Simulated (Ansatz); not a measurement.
# Run report: Zr, field-gradient calculation

- system: Zr (1 atom in the cell)
- method: DFT, PBEsol, PAW with Ansatz's default frozen-core files, scalar-relativistic, no spin polarisation (Ansatz 0.2.0)

The structure derives from an entry of the Crystallography Open Database. Its volume is 0.97 times that of the source entry. It belongs to a series of runs on one base structure; here: volume scaled by 0.975, PAW files.

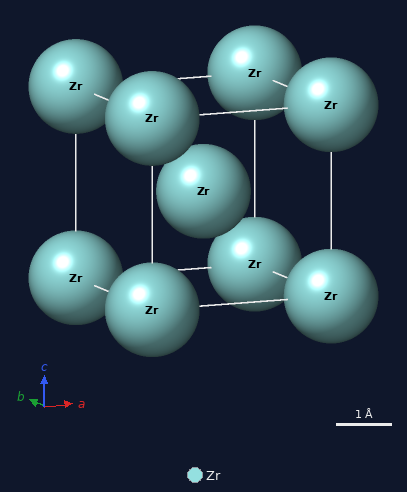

The structure (spheres-only view of the cell 2 times as large as that of the calculation, set on its symmetry axes, seen slightly off an axis).

## Input file
```yaml
crystal:
  lattice:
    - [-1.7947891968, 1.7947891968, 1.7947891968]
    - [1.7947891968, -1.7947891968, 1.7947891968]
    - [1.7947891968, 1.7947891968, -1.7947891968]
  atoms:
    - { symbol: Zr, position: [0.0, 0.0, 0.0] }
kpoints:
  mp_grid: { grid: [14, 14, 14] }
scf:
  occupations: { method: fermi_dirac, width: 0.08 }
hamiltonian:
  xc: pbesol
  pseudopotentials: { kind: paw }
output:
  forces: true
  stress: true
  eigenvalues: true
  efg: { contact_densities: true }
  write_density: true
  write_potential: true
  elf: true
  volumetric_format: npy
```

Machine: 1 thread of Arm Neoverse V1, 24 GiB of memory available, shared host.

Command:
```bash
ansatz run input.yaml --threads 1 --pin off --max-ram 3072MiB --backend cpu --events-out ev --progress --plain --runs-dir out
```

## Output
```
Zr: output.efg is read without spin–orbit coupling, which moves field gradients at and beside such atoms by some per cent and up to a factor of two; PAW files take it under magnetization.noncollinear and magnetization.spin_orbit
Engine: ansatz 0.2.0, aarch64-unknown-linux-gnu
Pseudopotentials: kind: paw
Pseudopotential: Zr, paw, valence charge 12, recommended cutoff 420 eV (normal), Zr.paw.azcp
Functional definition: PBEsol
  exchange = pbesol_x
  correlation = pbesol_c
Crystal: 1 atoms, lattice volume = 23.126 Å³
Basis set: ecut = 420 eV, 429 PW (Γ), exchange–correlation on 48×48×48 points (8 copies of the dense FFT grid, shifted against one another)
Bands: 10, of which v1, the nominal top of the filled ones, is band 6 counted from 1 (5 counted from 0)
Symmetry: 48 space group operations
Space group: Im-3m (ITA 229), of the structure as read, at distance tolerance 2.8e-5 Å
k-points: 104 of 2744
Non-local potential: Zr, projectors of the file, l = 0: 3, l = 1: 2, l = 2: 2, l = 3: 2
PAW form: soft (Blöchl's): semilocal exchange-correlation on the pseudo side does not see the compensation charge
PAW frozen core: Zr, regenerated for the run's functional, and the local potential with it (the file was generated under x = pbe(κ = 0.804, μ = 0.2195149727645171), c = pbe(β = 0.06672455060314922))
PAW one-centre angular grid: Zr, 590 points (default); XC on 64 Gauss nodes
Initial density: superposition of atomic densities (neutral atoms: chi_scale 0, normalization atom), corrected by the library's trained network
Initial wavefunctions: pseudopotential atomic-orbital guess
Functional: x = pbesol(κ = 0.804, μ = 0.12345679012345678), c = pbesol(β = 0.046)
SCF iter   1: F=—  HF=-4128.569076 eV  |F-HF|=—  |Δ(HF+E_count)|=         —  Δρ=2.92e-3  dr2=1.03e-3  ethr=1.77e-3  ⟨swp⟩=5.1  Hψ=5865  notcnv=0
preconditioner: auto → none  [metal: Δε(μ)=0.013 eV  Ē_g=4.958 eV  σ=0.080 eV  W_gap=0.04  n_scr=0 (ndim 8)  ℏωp=15.4 eV  f_vac=0.000  D(μ)=1.81/eV (n_scr^D=18)]
SCF iter   2: F=—  HF=-4128.568596 eV  |F-HF|=—  |Δ(HF+E_count)|=   4.79e-4  Δρ=1.34e-3  dr2=1.93e-4  ethr=8.58e-6  ⟨swp⟩=2.1  Hψ=2309  notcnv=0
SCF iter   3: F=—  HF=-4128.568619 eV  |F-HF|=—  |Δ(HF+E_count)|=   2.28e-5  Δρ=1.37e-4  dr2=2.51e-6  ethr=1.61e-6  ⟨swp⟩=1.0  Hψ=1040  notcnv=0
SCF iter   4: F=—  HF=-4128.568619 eV  |F-HF|=—  |Δ(HF+E_count)|=   2.45e-7  Δρ=2.01e-5  dr2=3.80e-8  ethr=2.09e-8  ⟨swp⟩=1.1  Hψ=1068  notcnv=0
iter 5 did not close the SCF: its close was put off for the readings that it lacked (scf_convergence_deferred on its scf_iter line)
SCF iter   5: F=-4128.568619 eV  HF=-4128.568619 eV  |F-HF|=1.15e-9  |Δ(HF+E_count)|=   7.62e-9  Δρ=6.34e-6  dr2=4.71e-9  ethr=3.17e-10  ⟨swp⟩=2.6  Hψ=1666  notcnv=0
SCF iter   6: F=-4128.568619 eV  HF=-4128.568619 eV  |F-HF|=3.64e-11  |Δ(HF+E_count)|=  8.56e-10  Δρ=8.48e-7  dr2=7.09e-11  ethr=3.92e-11  ⟨swp⟩=4.2  Hψ=5015  notcnv=0
SCF 1 converged in 6 iterations: F = -4128.568619 eV  dr2 = 7.09e-11
  greatest PAW one-centre occupation: 0.997 electrons in one spin orbital (limit 2), on the Zr atom at site 0 (counted from 0), in its partial waves of l = 0
```

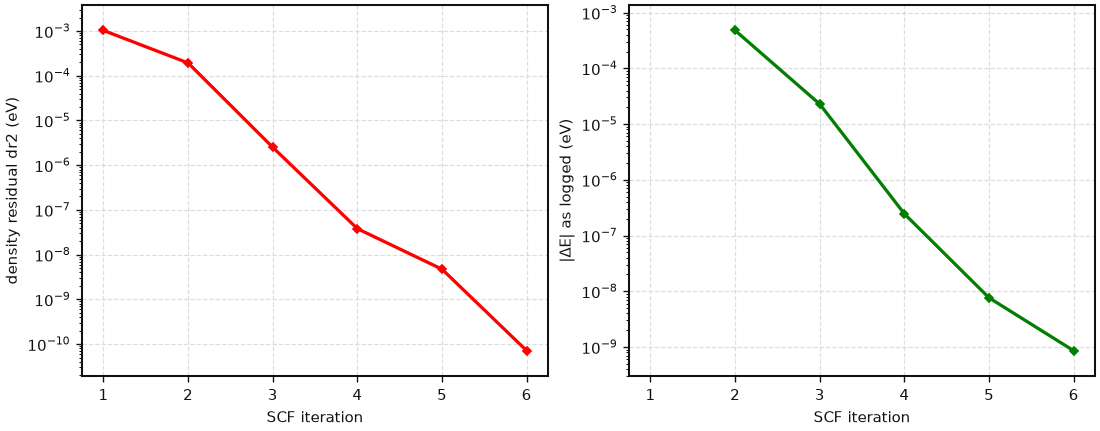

Convergence of the self-consistent field: density residual dr2 and size of the energy change against the SCF iteration. The residual falls at every step.

```
SCF converged after 6 iterations
Free energy (F): -4128.568619 eV
Harris-Foulkes:  -4128.568619 eV  (|F-HF|=3.64e-11)
Internal energy: -4128.529539 eV  (E = F + TS)
E sigma→0 (E₀):  -4128.549079 eV
Entropy (-TS):   -0.039080 eV (-39.080 meV/atom)
Fermi energy:    13.694115 eV
--- Per-component energies (eV) ---
  E_band       = -95.840386
  E_kinetic    = 332.672629
  E_local      = -625.559976  (includes V_loc(G=0)·N_el)
  E_nonlocal   = 82.595879
  E_hartree    = 193.107165
  E_xc         = -160.055398
  E_vxc        = -189.827478  (∫ρ·V_xc dr)
  E_paw        = -2900.339286  (= ΣΔE_a)
  E_vpaw       = -81.935697  (= ΣTr[D̂ρ^β])
  E_aug_tail   = 0.000024  (compensation charges beyond the density's cutoff)
  E_ewald      = -1051.116296
  E_core_change = 0.165720  (= ΣΔE_core)
  E_smearing   = -0.039080  (= −TS)
  E_closure    = 0.000000  (closes the sum)
  Σ components = -4128.568619   (vs F -4128.568619, Δ=0.00e0)
--- Forces (eV/Å), atoms counted from 1 ---
  atom   1  Zr    -0.00000000     0.00000000    -0.00000000
  max |Σ_I F_I| component: 1.23e-32 eV/Å
--- Stress (GPa, compression-positive) ---
       -4.830426       0.000000      -0.000000
        0.000000      -4.830426       0.000000
        0.000000      -0.000000      -4.830426
  P = ⅓ Tr σ = -4.8304 GPa (-48.304 kbar)
--- PAW observables at the nuclei: V_zz in 10²¹ V/m², potentials from the cell's mean, atoms counted from 1 ---
  atom   1  Zr V_zz =    +0.000000   η = 0.0000   by run symmetry: forbidden
            electrostatic potential = -5928.368671 V   contact ρ = 489727.679677 e/Å³
--- Band table (eV; the first three rows and the last of 104) ---
  k-point 0: bands = ["-34.6739", "-12.2004", "-12.2004", "-12.2004", "8.3043", "14.8145", "14.8145", "14.8145", "17.3187", "17.3187"]
  k-point 1: bands = ["-34.6662", "-12.2534", "-12.2166", "-12.2008", "8.4798", "14.6974", "14.7752", "14.9844", "17.1387", "17.3172"]
  k-point 2: bands = ["-34.6446", "-12.3996", "-12.2615", "-12.2019", "8.9747", "14.3914", "14.5980", "15.4851", "16.8480", "17.3291"]
  k-point 103: bands = ["-34.4048", "-12.8852", "-12.8852", "-12.8852", "11.1349", "11.1349", "19.3979", "19.3979", "19.3979", "21.1218"]
```

## File rho_z.tsv
```
# z_ang	rho[e/angstrom^3]
# format = ansatz-planar-average/11
# lattice	-1.794789197	1.794789197	1.794789197
# lattice	1.794789197	-1.794789197	1.794789197
# lattice	1.794789197	1.794789197	-1.794789197
# sites	1
# site	40	0.000000000	0.000000000	0.000000000
0.000000	9.482482e-1
0.129528	9.377017e-1
0.259056	9.010772e-1
0.388583	8.295638e-1
0.518111	7.224669e-1
0.647639	5.930789e-1
0.777167	4.634746e-1
0.906694	3.534787e-1
1.036222	2.729599e-1
1.165750	2.214441e-1
1.295278	1.923423e-1
1.424805	1.781131e-1
1.554333	1.738705e-1
1.683861	1.781131e-1
1.813389	1.923423e-1
1.942916	2.214441e-1
2.072444	2.729599e-1
2.201972	3.534787e-1
2.331500	4.634746e-1
2.461027	5.930789e-1
2.590555	7.224669e-1
2.720083	8.295638e-1
2.849611	9.010772e-1
2.979138	9.377017e-1
```

## File v_z.tsv
```
# z_ang	v_es[eV]	v_tot[eV]
# format = ansatz-planar-average/11
# xc	pbesol
# density_cutoff_ev	1680
# datasets	Zr=:simpson_from_first_knot:soft:shift=-755746
# lattice	-1.794789197	1.794789197	1.794789197
# lattice	1.794789197	-1.794789197	1.794789197
# lattice	1.794789197	1.794789197	-1.794789197
# sites	1
# site	40	0.000000000	0.000000000	0.000000000
0.000000	-3.767001e0	-1.712220e1
0.129528	-3.409342e0	-1.670099e1
0.259056	-2.366173e0	-1.546353e1
0.388583	-7.188339e-1	-1.348716e1
0.518111	1.405786e0	-1.090952e1
0.647639	3.831291e0	-7.938757e0
0.777167	6.325958e0	-4.853228e0
0.906694	8.631646e0	-1.966190e0
1.036222	1.052235e1	4.422510e-1
1.165750	1.190665e1	2.234790e0
1.295278	1.283959e1	3.431693e0
1.424805	1.338055e1	4.094198e0
1.554333	1.355804e1	4.300803e0
1.683861	1.338055e1	4.094198e0
1.813389	1.283959e1	3.431693e0
1.942916	1.190665e1	2.234790e0
2.072444	1.052235e1	4.422510e-1
2.201972	8.631646e0	-1.966190e0
2.331500	6.325958e0	-4.853228e0
2.461027	3.831291e0	-7.938757e0
2.590555	1.405786e0	-1.090952e1
2.720083	-7.188339e-1	-1.348716e1
2.849611	-2.366173e0	-1.546353e1
2.979138	-3.409342e0	-1.670099e1
```

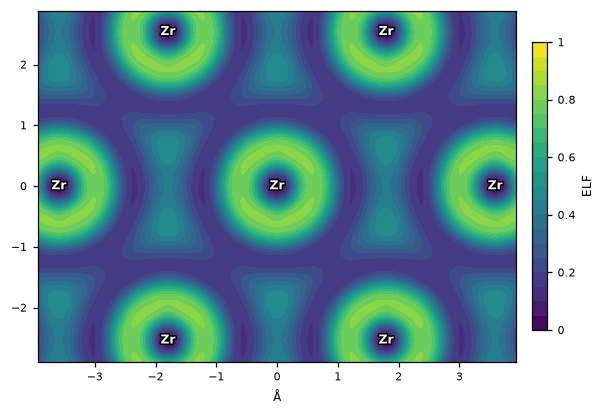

Electron localisation function on the (110) plane of the conventional cell. Atoms in the plane: Zr. Zr–Zr (3.11 Å): the ELF is about 0.20 at the midpoint; no localised pair between them. The strong features right at Zr lie inside the PAW spheres (semicore, d or f shells) and say nothing about bonding. In a PAW calculation such maps are meaningful between the atoms, not at the nuclei.

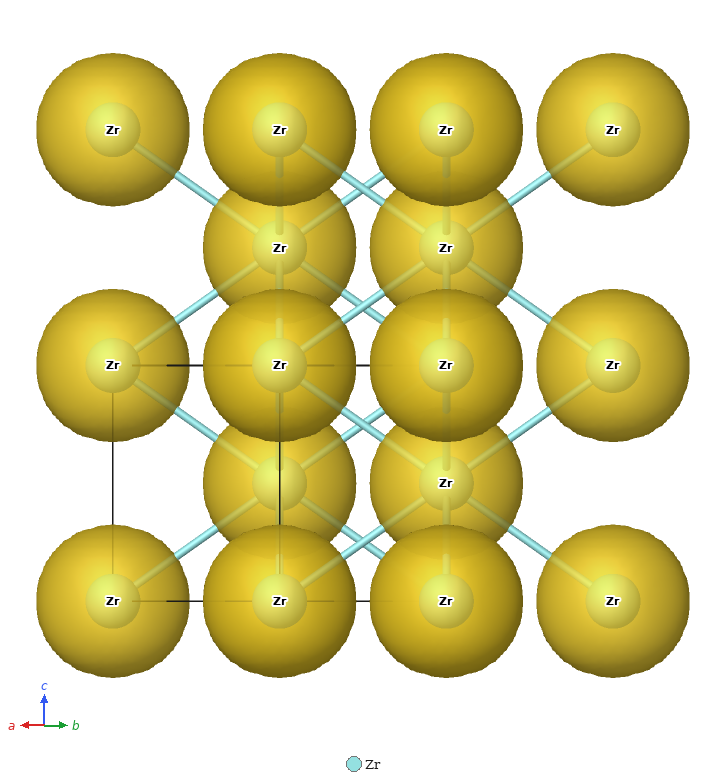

Isosurface of the valence pseudo-density at 0.3 e/Å³ (yellow), seen along [110]. Sticks mark near contacts. The outline is the cell set on symmetry axes. At this value the density breaks into separate islands; it holds about 75 % of the electrons treated as valence (semicore included). It is pinched off along the Zr–Zr (3.11 Å) contacts. On the grid the lowest density along these lines, outside the cores, is 0.18 e/Å³ (Zr–Zr, 3.11 Å).

## Key numbers

```csv
quantity,value
outcome,converged
space group (tolerance 0.01 Å),Im-3m (229)
electrons treated,12
free energy,−4128.5686 eV
Fermi energy,13.694 eV
pressure,−4.83 GPa
field gradient V_zz (10²¹ V/m²),zero at all sites
largest force (length of the vector),under 0.001 eV/Å
wall time,3.1 s
peak memory,0.35 GiB
```

## Notes

The program warns: the field gradients leave out spin–orbit coupling.
